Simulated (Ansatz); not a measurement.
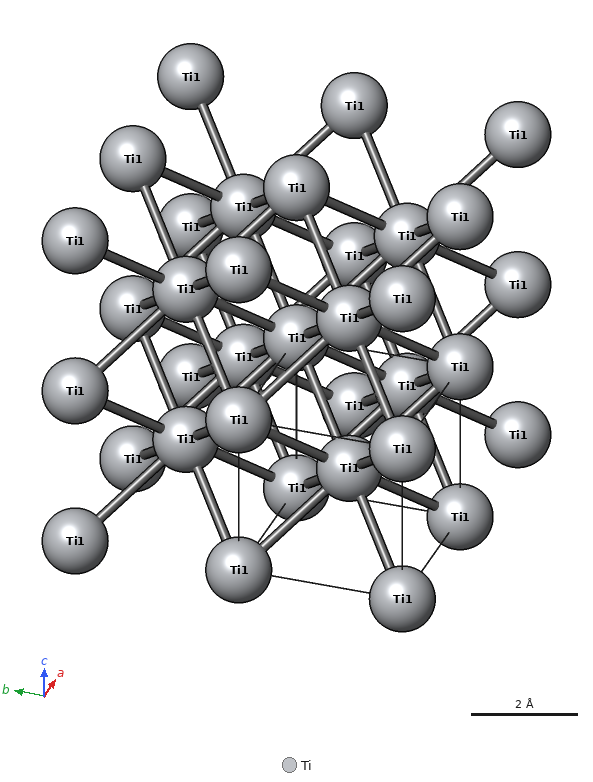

**Figure 1.** The structure (ball-and-stick view of the cell 2 times as large as that of the calculation, set on its symmetry axes, repeated 2 × 2 × 2, seen at an oblique angle; atoms are numbered from 1 in the order of the input). Near neighbours in the crystal (not all of them lie inside the picture): Ti has 8 Ti at 2.84 Å.

## Ti: a failed or faulty run and its cure

System: Ti (1 atom in the cell).
Method of the first run: DFT, LDA, plane waves, PAW, no spin polarisation (Ansatz 0.2.0).

The structure derives from an entry of the Crystallography Open Database. The run did not end well. Text and figures count atoms from 1; the logs count them from 0 in places.

**Input file, the first run**
```yaml
crystal:
  lattice:
    - [-1.641, 1.641, 1.641]
    - [1.641, -1.641, 1.641]
    - [1.641, 1.641, -1.641]
  atoms:
    - { symbol: Ti, position: [0.0, 0.0, 0.0] }
basis:
  ecutwfc: 420
kpoints:
  mp_grid: { grid: [22, 22, 22] }
hamiltonian:
  xc: lda
scf:
  occupations: { method: gaussian, width: 0.15 }
  max_iter: 3
output:
  forces: true
  eigenvalues: true
  stress: true
```

Launched with:
```bash
ansatz run input.yaml --threads 1 --pin off --max-ram 2560MiB --backend cpu --events-out ev --progress --plain --runs-dir out
```

Hardware: 1 thread of Intel Xeon (Sapphire Rapids), 192 GiB of memory available, shared host.

**Output (the first run)**
```
Engine: ansatz 0.2.0, x86_64-unknown-linux-gnu
Pseudopotentials: kind: paw
Pseudopotential: Ti, paw, valence charge 12, recommended cutoff 420 eV (normal), Ti.paw.azcp
Functional definition: SPW92
  exchange = slater_x
  correlation = pw_c
Crystal: 1 atoms, lattice volume = 17.676 Å³
Basis set: ecut = 420 eV, 369 PW (Γ)
Bands: 10, of which v1, the nominal top of the filled ones, is band 6 counted from 1 (5 counted from 0)
Symmetry: 48 space group operations
Space group: Im-3m (ITA 229), of the structure as read, at distance tolerance 2.6e-5 Å
k-points: 328 of 10648
Non-local potential: Ti, projectors of the file, l = 0: 3, l = 1: 2, l = 2: 3, l = 3: 1
PAW form: soft (Blöchl's): semilocal exchange-correlation on the pseudo side does not see the compensation charge
PAW frozen core: Ti, regenerated for the run's functional, and the local potential with it (the file was generated under x = pbe(κ = 0.804, μ = 0.2195149727645171), c = pbe(β = 0.06672455060314922))
PAW one-centre angular grid: Ti, 590 points (default); XC on 64 Gauss nodes
Initial density: superposition of atomic densities (neutral atoms: chi_scale 0, normalization atom), corrected by the library's trained network
Initial wavefunctions: pseudopotential atomic-orbital guess
Functional: x = slater, c = lda
SCF iter   1: F=—  HF=-2450.157884 eV  |F-HF|=—  |Δ(HF+E_count)|=         —  Δρ=5.54e-3  dr2=3.27e-3  ethr=1.77e-3  ⟨swp⟩=3.0  Hψ=33239  notcnv=0
preconditioner: auto → none  [metal: Δε(μ)=0.009 eV  Ē_g=4.020 eV  σ=0.150 eV  W_gap=0.03  n_scr=0 (ndim 8)  ℏωp=17.7 eV  f_vac=0.000  D(μ)=2.36/eV (n_scr^D=42)]
SCF iter   2: F=—  HF=-2450.157555 eV  |F-HF|=—  |Δ(HF+E_count)|=   3.28e-4  Δρ=2.77e-3  dr2=6.46e-4  ethr=2.73e-5  ⟨swp⟩=2.0  Hψ=17108  notcnv=0
SCF iter   3: F=—  HF=-2450.157567 eV  |F-HF|=—  |Δ(HF+E_count)|=   1.18e-5  Δρ=8.95e-4  dr2=1.44e-4  ethr=5.38e-6  ⟨swp⟩=2.0  Hψ=15592  notcnv=0
Error: did not converge after 3 iterations: dr2 = 1.44e-4 (threshold 1.00e-7), under the density mixer `msr1`, which `scf.mixing.algorithm: auto` chose by the deck's other keys (type `scf.mixing.algorithm: msr1` to keep it); raise `scf.max_iter`, which need not help a stalled SCF, or adjust the mixing (`scf.mixing`) or, under a smearing, its width (`scf.occupations.width`, in either direction: another width is another result); this SCF holds its density and magnetisation to the symmetry operations that it keeps, and cannot end on a state that breaks one of them: if the state sought breaks one, re-run with `crystal.symmetry.detect: false`, without `crystal.symmetry.time_reversal: true`, on a non-collinear deck whose state breaks time reversal, with `crystal.symmetry.time_reversal: false` beside it (there exact exchange or a DFT+U term alone can polarise the run; a magnetic state wants starting moments), where the deck allows it (that run may end on another state, and need not converge either) — the other mixer that `auto` picks from is left to try (`scf.mixing.algorithm: broyden`); it can need more iterations, either can converge an SCF that the other leaves open, and the two can end on different states; the input reference at `scf.mixing.algorithm` says more, and from which start to try it
```

> Diagnose this run and give a change of the input that cures it.

A setting was made wrong on purpose: too few SCF iterations. The cap is below what the field needs. The run did not converge: “did not converge after 3 iterations: dr2 = 1.44e-4 (threshold 1.00e-7), under the density mixer `msr1`, which `scf.mixing.algorithm: auto` chose by the deck's other keys (type `scf.mixing.algorithm: msr1` to keep it) …” Its last values are not results. Likely cause: The residual was still falling when the limit of 3 iterations cut the run off.

A run of the same system that converges differs from this input as follows (lines with − go, lines with + come):
```diff
-  max_iter: 3
```

**Output, shortened to warnings, some set-up lines, iterations and results (the second run)**
```
Basis set: ecut = 420 eV, 369 PW (Γ)
Symmetry: 48 space group operations
k-points: 328 of 10648
Initial density: superposition of atomic densities (neutral atoms: chi_scale 0, normalization atom), corrected by the library's trained network
[...]
SCF iter   1: F=—  HF=-2450.158112 eV  |F-HF|=—  |Δ(HF+E_count)|=         —  Δρ=5.56e-3  dr2=3.34e-3  ethr=1.77e-3  ⟨swp⟩=4.6  Hψ=17598  notcnv=0
SCF iter   2: F=—  HF=-2450.157558 eV  |F-HF|=—  |Δ(HF+E_count)|=   5.54e-4  Δρ=2.80e-3  dr2=6.46e-4  ethr=2.78e-5  ⟨swp⟩=1.0  Hψ=5904  notcnv=0
SCF iter   3: F=—  HF=-2450.157580 eV  |F-HF|=—  |Δ(HF+E_count)|=   2.24e-5  Δρ=1.00e-3  dr2=1.85e-4  ethr=5.38e-6  ⟨swp⟩=2.3  Hψ=4987  notcnv=0
SCF iter   4: F=—  HF=-2450.157519 eV  |F-HF|=—  |Δ(HF+E_count)|=   6.10e-5  Δρ=1.03e-4  dr2=4.96e-7  ethr=1.54e-6  ⟨swp⟩=2.8  Hψ=5394  notcnv=0
SCF iter   5: F=—  HF=-2450.157519 eV  |F-HF|=—  |Δ(HF+E_count)|=   3.86e-7  Δρ=1.66e-5  dr2=5.61e-8  ethr=4.14e-9  ⟨swp⟩=2.4  Hψ=5300  notcnv=0
SCF iter   6: F=-2450.157519 eV  HF=-2450.157519 eV  |F-HF|=3.18e-12  |Δ(HF+E_count)|=   1.72e-8  Δρ=3.01e-7  dr2=4.74e-12  ethr=4.67e-10  ⟨swp⟩=2.1  Hψ=10657  notcnv=0
SCF 1 converged in 6 iterations: F = -2450.157519 eV  dr2 = 4.74e-12
SCF converged after 6 iterations
Free energy (F): -2450.157519 eV
Harris-Foulkes:  -2450.157519 eV  (|F-HF|=3.18e-12)
Internal energy: -2450.131007 eV  (E = F + TS)
E sigma→0 (E₀):  -2450.144263 eV
Entropy (-TS):   -0.026512 eV (-26.512 meV/atom)
Fermi energy:    12.543076 eV
--- Per-component energies (eV) ---
  E_band       = -161.059621
  E_kinetic    = 271.893400
  E_local      = -827.168232  (includes V_loc(G=0)·N_el)
  E_nonlocal   = 12.388415
  E_hartree    = 337.352602
  E_xc         = -96.227642
  E_vxc        = -121.073756  (∫ρ·V_xc dr)
  E_paw        = -999.072096  (= ΣΔE_a)
  E_vpaw       = -171.804800  (= ΣTr[D̂ρ^β])
  E_aug_tail   = 0.000102  (compensation charges beyond the density's cutoff)
  E_ewald      = -1149.623506
  E_core_change = 0.325950  (= ΣΔE_core)
  E_smearing   = -0.026512  (= −TS)
  E_closure    = -0.000000  (closes the sum)
  Σ components = -2450.157519   (vs F -2450.157519, Δ=0.00e0)
--- Forces (eV/Å), atoms counted from 1 ---
  atom   1  Ti     0.00000000    -0.00000000     0.00000000
  max |Σ_I F_I| component: 5.85e-32 eV/Å
--- Stress (GPa, compression-positive) ---
      -10.806391       0.000000      -0.000000
       -0.000000     -10.806391      -0.000000
       -0.000000       0.000000     -10.806391
  P = ⅓ Tr σ = -10.8064 GPa (-108.064 kbar)
```

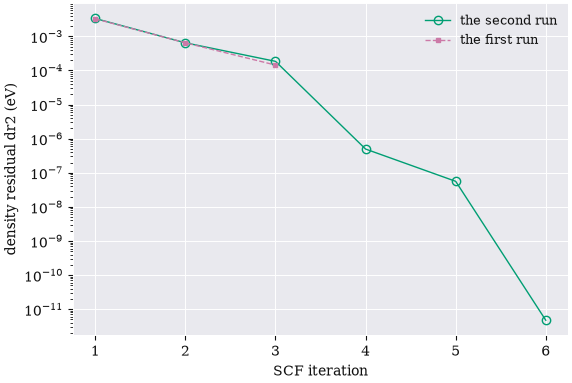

**Figure 2.** Convergence of the two runs: density residual dr2 against the SCF iteration. The second run takes 6 iterations in all, and the first run stops after 3.

**The two runs side by side**

| quantity | the first run | the second run |
| --- | --- | --- |
| outcome | not converged | converged |
| free energy per atom (eV) | – | −2450.1575 |
| gap on the mesh (eV) | – | 0.00 |
| pressure (GPa) | – | −10.81 |
| volume per atom (Å³) | – | 17.68 |
| largest force (eV/Å) | – | 0.000 |
| SCF iterations | – | 6 |
| irreducible k-points | – | 328 |
| plane waves at Γ | – | 369 |
| wall time (shared host) | 2.4 s | 3 s |

Notes on the second run: The cell is under a tension of 10.8 GPa at this level, so it is not at its equilibrium volume.
